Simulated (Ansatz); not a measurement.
## Electronic structure of AlN in real space

Input file:

```
crystal:
  lattice:
    - [0.0, 2.034518, 1.8310662]
    - [2.034518, 0.0, 1.8310662]
    - [2.034518, 2.034518, 0.0]
  atoms:
    - { symbol: Al, position: [0.5, 0.5, 0.5] }
    - { symbol: "N", position: [0.0, 0.0, 0.0] }
basis:
  ecutwfc: 500
kpoints:
  mp_grid: { grid: [10, 10, 10] }
hamiltonian:
  xc: r2scan
scf:
  occupations: { method: gaussian, width: 0.05 }
output:
  forces: true
  stress: true
  eigenvalues: true
  write_density: true
  write_potential: true
  elf: true
  volumetric_format: npy
```

Run with:

```sh
ansatz run input.yaml --threads 1 --pin off --max-ram 1228MiB --backend cpu --events-out ev --progress --plain --runs-dir out
```

Below, planes, directions and counts refer to the conventional cell (a = 2.88 Å, b = 2.88 Å, c = 3.66 Å, α = 90.00°, β = 90.00°, γ = 90.00°).

Space group I4/mmm; a structure from a database of computed crystals, not necessarily the ambient phase; changed on purpose from its base cell (strain -0.1000 x Voigt [0, 0, 1, 0, 0, 0], atoms carried along); computed pressure about 34 GPa in this cell.

Method: DFT r2SCAN, scalar-relativistic, plane waves, PAW (Ansatz).

Core electrons are frozen (PAW), and the valence fields are smoothed inside the atomic spheres.

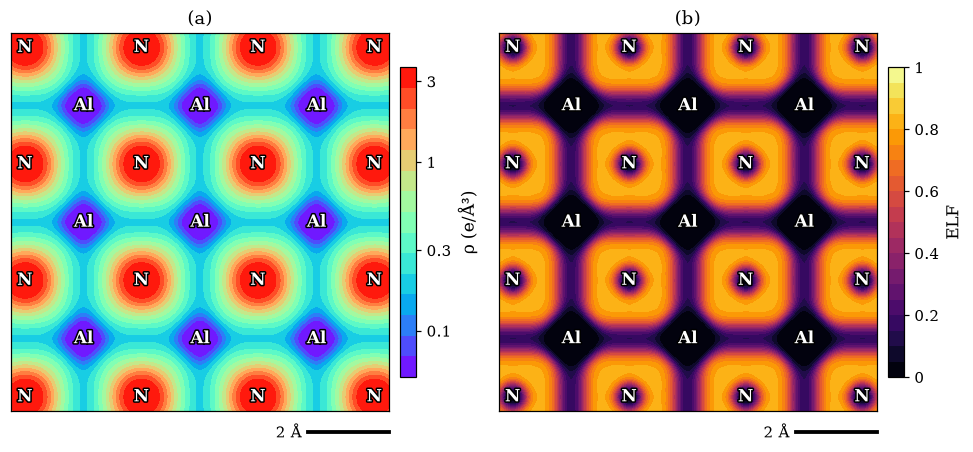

Figure 1. (a) valence charge density (pseudo); (b) electron localisation function on the (001) plane of the conventional cell.

> What does the map show?

The section cuts through Al and N sites.
Al–N (2.03 Å): ρ at the midpoint is about 0.51 e/Å³; the ELF peaks at about 0.85 in the valence shell of N, 0.7 Å from its nucleus, and is about 0.80 at the midpoint.
Between the atoms the lowest density in this plane is 0.19 e/Å³.

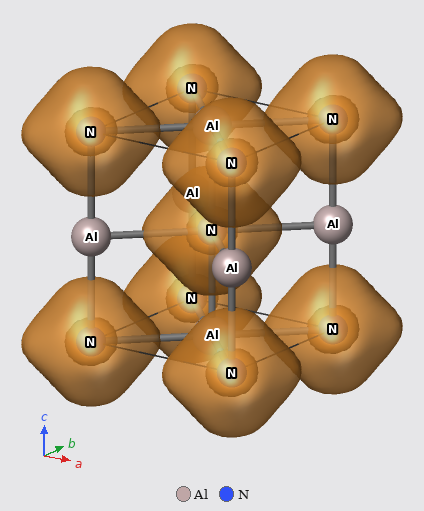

Figure 2. Isosurface of the electron localisation function at 0.65 (orange), seen at an oblique angle. Core shells and regions of very low density are left out. Sticks mark near contacts.

> What do the ELF domains correspond to?

At this value the surface marks out two regions on N in which the atom's valence shell and bonds are merged, counted in one cell of 4 atoms. Regions shared between cells count once. Along the contacts the grid gives the following. Al–N (1.83 Å): the ELF peaks at about 0.90 in the valence shell of N, 0.7 Å from its nucleus, and is about 0.85 at the midpoint.

> Does the calculation make it a metal, or give it a gap?

It is gapped, with a Kohn–Sham gap of 4.9 eV on the k-point mesh (the band edges may lie off the mesh, which would make the gap smaller).
